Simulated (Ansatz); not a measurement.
## A series of single points on Sb

System: Sb (I4/mmm, 1 atom in the cell).
Method: Kohn-Sham DFT of a periodic cell, PBEsol, JTH PAW, no spin polarisation (Ansatz 0.2.0).

The 5 runs differ only in the geometry, by an even scaling of the cell at fixed fractional positions. The structure derives from a Materials Project entry.

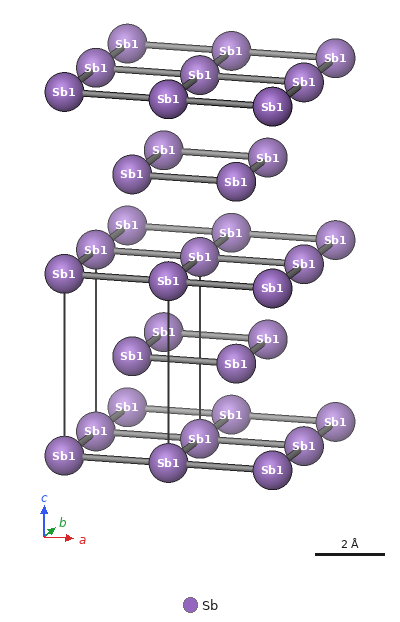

Figure 1. The structure of run 3 (ball-and-stick view of the cell 2 times as large as that of the calculation, set on its symmetry axes, repeated 2 × 2 × 2, seen slightly off an axis; atoms are numbered from 1 in the order of the input).

## Input of run 3
```yaml
crystal:
  lattice:
    - [-1.5869811508, 1.5869811508, 2.7298988119]
    - [1.5869811508, -1.5869811508, 2.7298988119]
    - [1.5869811508, 1.5869811508, -2.7298988119]
  atoms:
    - { symbol: Sb, position: [0.0, 0.0, 0.0] }
hamiltonian:
  xc: pbesol
  pseudopotentials: { kind: paw, source: jth, xc_functional: pbe }
kpoints:
  mp_grid: { grid: [12, 12, 12] }
scf:
  occupations: { method: fermi_dirac, width: 0.05 }
output:
  forces: true
  stress: true
  eigenvalues: true
```

Command:
```bash
ansatz run input.yaml --threads 2 --pin off --max-ram 5632MiB --backend cpu --events-out ev --progress --plain --runs-dir out
```

Lattice vectors (Å) and fractional positions of run 3:
```
  -1.586981    1.586981    2.729899
   1.586981   -1.586981    2.729899
   1.586981    1.586981   -2.729899
Sb  0.000000  0.000000  0.000000
```

Run 4 differs from it as follows:
```diff
-    - [-1.5869811508, 1.5869811508, 2.7298988119]
-    - [1.5869811508, -1.5869811508, 2.7298988119]
-    - [1.5869811508, 1.5869811508, -2.7298988119]
+    - [-1.597286512, 1.597286512, 2.7476259243]
+    - [1.597286512, -1.597286512, 2.7476259243]
+    - [1.597286512, 1.597286512, -2.7476259243]
```

## Results, with one run withheld

| run | volume per atom (Å³) | free energy per atom, from the lowest run given (meV) | pressure (GPa) |
| --- | --- | --- | --- |
| 1 | 25.883 | 0.51 | 1.52 |
| 2 | 26.962 | 0.00 | −1.27 |
| 3 | 27.501 | 6.27 | −2.44 |
| 4 | 28.040 | ? | ? |
| 5 | 28.580 | 29.58 | −4.41 |

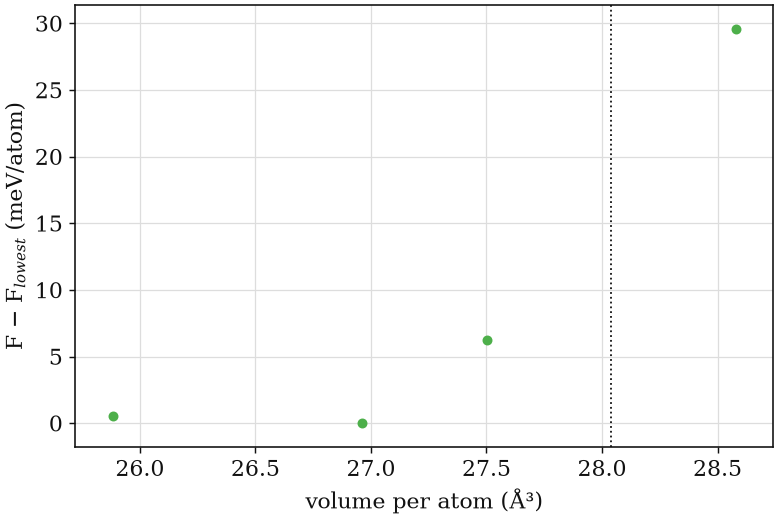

Figure 2. Free energy per atom of the runs given; the dotted line marks run 4.

Fit the runs given and predict run 4.

A quadratic polynomial in V^(−2/3) (the Birch–Murnaghan form), fitted to the 4 runs given, misses them by at most 0.03 meV per atom. With x = V^(−2/3) − 0.11056 Å⁻², it reads F = 2.3081 − 4118.6 x + 9.7563e+05 x² (meV per atom). At run 4 it gives 16.21 meV per atom, and the run itself gives 16.26. The slope of the fit gives a pressure −dF/dV of −3.48 GPa there, and the run prints −3.48 GPa. The fit has its minimum at 26.441 Å³ per atom, where V d²F/dV² gives 66.7 GPa. Cell shape and fractional positions are held, so this is the stiffness under even scaling; the relaxed bulk modulus wasn't computed.

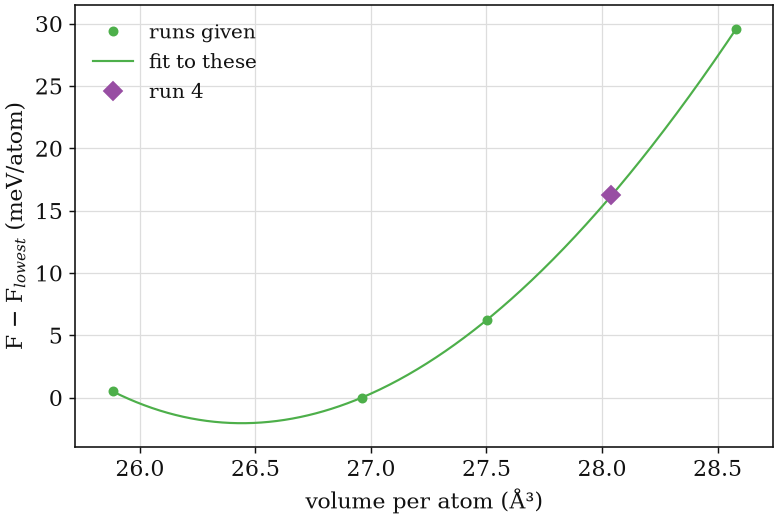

Figure 3. The fit and the withheld run.

## Output, shortened to warnings, some set-up lines, iterations and results (run 4)
```
Warning: [file] the checks of this Sb dataset prove no rule for summing its radial tables, as where they were carried onto another mesh than they were made on, and Gregory's rule is taken, under which a leading mesh point left out moves its sums only by what lay on the interval it spanned. That does not make them correct, and they differ from Quantum ESPRESSO's on this file; a re-export a …
Basis set: ecut = 1950 eV, 5487 PW (Γ), exchange–correlation on 108×108×108 points (8 copies of the dense FFT grid, shifted against one another)
Symmetry: 16 space group operations
k-points: 163 of 1728
Initial density: superposition of atomic densities (chi_scale 0.1, normalization cell)
[...]
SCF iter   1: F=—  HF=-6397.751618 eV  |F-HF|=—  |Δ(HF+E_count)|=         —  Δρ=9.94e-3  dr2=3.36e-2  ethr=3.10e-3  ⟨swp⟩=7.1  Hψ=14171  notcnv=0
SCF iter   2: F=—  HF=-6397.745625 eV  |F-HF|=—  |Δ(HF+E_count)|=   5.99e-3  Δρ=6.70e-3  dr2=1.54e-2  ethr=2.24e-4  ⟨swp⟩=2.2  Hψ=3880  notcnv=0  defer=35
SCF iter   3: F=—  HF=-6397.740944 eV  |F-HF|=—  |Δ(HF+E_count)|=   4.68e-3  Δρ=4.82e-4  dr2=6.63e-5  ethr=1.03e-4  ⟨swp⟩=2.6  Hψ=3399  notcnv=0  defer=35
SCF iter   4: F=—  HF=-6397.740879 eV  |F-HF|=—  |Δ(HF+E_count)|=   6.49e-5  Δρ=3.25e-4  dr2=3.46e-5  ethr=4.42e-7  ⟨swp⟩=2.0  Hψ=3132  notcnv=0  defer=35
SCF iter   5: F=—  HF=-6397.740853 eV  |F-HF|=—  |Δ(HF+E_count)|=   2.58e-5  Δρ=7.53e-5  dr2=1.72e-6  ethr=2.31e-7  ⟨swp⟩=2.0  Hψ=3128  notcnv=0  defer=35
SCF iter   6: F=-6397.740853 eV  HF=-6397.740853 eV  |F-HF|=3.24e-8  |Δ(HF+E_count)|=   1.97e-7  Δρ=1.41e-5  dr2=4.71e-8  ethr=6.67e-10  ⟨swp⟩=6.0  Hψ=12396  notcnv=0
SCF 1 converged in 6 iterations: F = -6397.740853 eV  dr2 = 4.71e-8
SCF converged after 6 iterations
Free energy (F): -6397.740853 eV
Harris-Foulkes:  -6397.740853 eV  (|F-HF|=3.24e-8)
Internal energy: -6397.735022 eV  (E = F + TS)
E sigma→0 (E₀):  -6397.737938 eV
Entropy (-TS):   -0.005831 eV (-5.831 meV/atom)
Fermi energy:    11.136081 eV
--- Per-component energies (eV) ---
  E_band       = -150.988131
  E_kinetic    = 111.704634
  E_local      = -1786.277453  (includes V_loc(G=0)·N_el)
  E_nonlocal   = 767.600012
  E_hartree    = 596.039027
  E_xc         = -63.417938
  E_vxc        = -72.256836  (∫ρ·V_xc dr)
  E_paw        = -4485.866898  (= ΣΔE_a)
  E_vpaw       = -363.835241  (= ΣTr[D̂ρ^β])
  E_aug_tail   = 0.000003  (compensation charges beyond the density's cutoff)
  E_ewald      = -1537.847657
  E_core_change = 0.331248  (= ΣΔE_core)
  E_smearing   = -0.005831  (= −TS)
  E_closure    = 0.000000  (closes the sum)
  Σ components = -6397.740853   (vs F -6397.740853, Δ=0.00e0)
--- Forces (eV/Å), atoms counted from 1 ---
  atom   1  Sb     0.00000000     0.00000000    -0.00000000
  max |Σ_I F_I| component: 3.94e-31 eV/Å
--- Stress (GPa, compression-positive) ---
       -3.468299      -0.000000       0.000000
       -0.000000      -3.468299       0.000000
       -0.000000       0.000000      -3.510466
  P = ⅓ Tr σ = -3.4824 GPa (-34.824 kbar)
```
